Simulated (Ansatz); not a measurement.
# SiNi(001) (Pnma bulk, 8 atomic planes (those closer than 0.6 Å count as one), 10 Å, NiSi-terminated): simulated STM

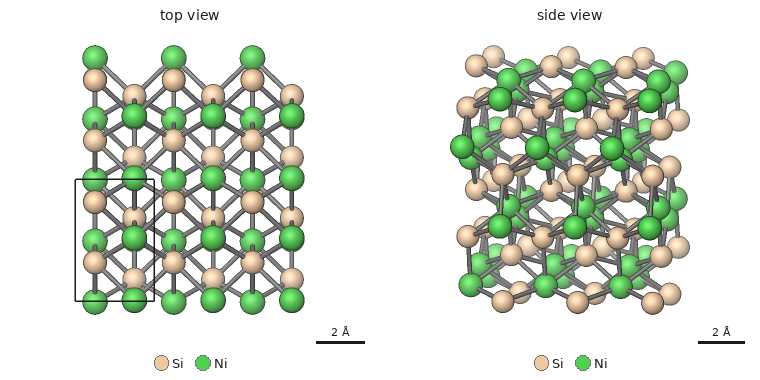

The relaxed structure from above and from the side.

These are results of DFT PBE, scalar-relativistic, plane waves, PAW in Ansatz 0.2.0, not measurements. Cutoff 420 eV, 18 × 12 k-points, Gaussian smearing 0.1 eV, dipole correction. The slab is a cut without reconstruction beyond its cell, at the source's lattice constants, with its lower half held fixed and the rest relaxed. No spin polarisation (the relaxation was started with spin and lost its moment; a magnetic state may still lie lower). The run couldn't confirm all of its levels under its output density. The run warns that the functional's potential is rough in the thin density of the vacuum, where the tip is; weak contrasts and barriers may feel it.

Tersoff–Hamann simulation (s-wave tip); biases are sample biases. Bias windows are sharp sums over the levels of the k mesh.

The calculation's input:

```yaml
crystal:
  lattice:
    - [3.3381, 0.0, 0.0]
    - [0.0, 5.1731, 0.0]
    - [0.0, 0.0, 27.2849914377]
  atoms:
    - { symbol: Si, position: [0.75, 0.17872, 0.3115265775] }
    - { symbol: Ni, position: [0.25, 0.49221, 0.3330998484] }
    - { symbol: Ni, position: [0.25, 0.99221, 0.3587692145] }
    - { symbol: Si, position: [0.75, 0.67872, 0.3803424855] }
    - { symbol: Si, position: [0.25, 0.32128, 0.4142368933] }
    - { symbol: Ni, position: [0.75, 0.00779, 0.4358101642] }
    - { symbol: Ni, position: [0.75, 0.50779, 0.46147952] }
    - { symbol: Si, position: [0.25, 0.82128, 0.4830528013] }
    - { symbol: Si, position: [0.75, 0.1800907299, 0.5174603078] }
    - { symbol: Ni, position: [0.25, 0.4932912193, 0.5396286076] }
    - { symbol: Ni, position: [0.25, 0.9949071089, 0.5643619154] }
    - { symbol: Si, position: [0.75, 0.6835731786, 0.5864182026] }
    - { symbol: Si, position: [0.25, 0.3185214907, 0.6228755614] }
    - { symbol: Ni, position: [0.75, 0.0103159658, 0.6420889846] }
    - { symbol: Ni, position: [0.75, 0.5200355279, 0.6655832564] }
    - { symbol: Si, position: [0.25, 0.8129487386, 0.6837089586] }
basis:
  ecutwfc: 420.0
  fft_grid_basis: typed
kpoints:
  mp_grid: { grid: [18, 12, 1] }
hamiltonian:
  xc: pbe
  pseudopotentials: { kind: paw }
scf:
  occupations: { method: gaussian, width: 0.1 }
output:
  forces: true
  eigenvalues: true
  band_densities:
    - { e_range: [-2.0, -1.0] }
    - { e_range: [-1.0, -0.5] }
    - { e_range: [-0.5, -0.25] }
    - { e_range: [-0.25, 0.0] }
    - { e_range: [0.0, 0.25] }
    - { e_range: [0.25, 0.5] }
    - { e_range: [0.5, 1.0] }
    - { e_range: [1.0, 1.5] }
  band_residual_tolerance: 1.0e-05
  write_potential: true
  elf: true
  write_density: true
  volumetric_format: npy
efield:
  axis: 3
  dipole_correction: true
  ramp_width: 0.04
checkpoint:
  read: start.run
  write: ck
  compress: false
  write_wavefunctions: false
  write_every: 100000
```

Launched as:

```sh
ansatz run input.yaml --threads 4 --pin off --max-ram 8847MiB --backend cpu --events-out ev --progress --plain --runs-dir out
```

This last single point, started from the relaxation's saved density, took 88 s on 4 threads of Intel(R) Xeon(R) 6975P-C (Granite Rapids), with other jobs on the host, peak memory 2.9 GiB.

Part 1: One image

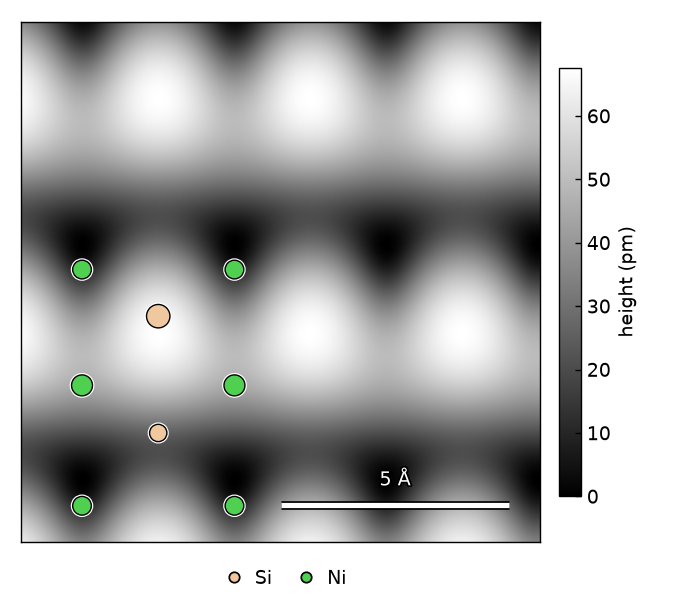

Constant-current image at a set point of 3.9 × 10⁻⁵ e/Å³ of this surface, sample bias −0.50 V. The atoms seen from above are drawn over one corner (deeper ones smaller).

Question: What lies under the maxima and minima of this image?

Answer: The brightest spots lie over the top Si atoms; the darkest points are over the Ni atoms 1.1 Å below the top plane. The corrugation is 68 pm at a mean tip height of 3.5 Å.

Part 2: Approach curves

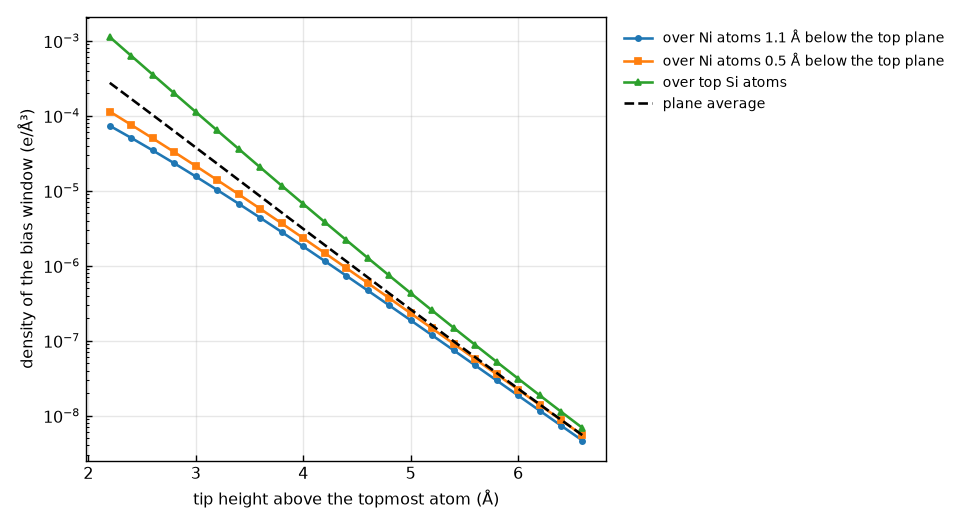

Approach curves over this surface at a sample bias of −0.25 V.

Question: How fast does the current decay, and what apparent barrier height does that imply?

Answer: Near 4 Å the plane average falls as exp(−2.49 z/Å), a factor of 12 per ångström, which gives an apparent barrier of 5.9 eV (0.952 eV Å² times the slope squared). The vacuum level lies 4.46 eV above zero bias. The apparent barrier is above 4.46 eV. The value exceeds even the 4.71 eV between the vacuum level and the deepest states of the window, so their depth alone doesn't explain it. States away from the zone centre decay faster, since their momentum along the surface adds to the barrier, and that may account for the rest.

Part 3: Barrier map

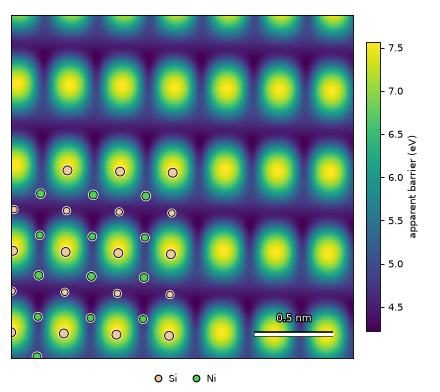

Map of the apparent barrier height, 0.952 eV Å² × (d ln I/dz)², 3.8 Å above this surface at −0.25 V; lighter colours are higher.

Question: Where is the apparent barrier highest and lowest, and over what range?

Answer: It is highest, 7.6 eV, over the top Si atoms, and lowest, 4.2 eV, over points 1.5 Å to the side of the Ni atoms 0.5 Å below the top plane. The vacuum level lies 4.46 eV above zero bias. The high values lie on or round the bright spots: there the density falls fastest, as the corrugation dies out with height.
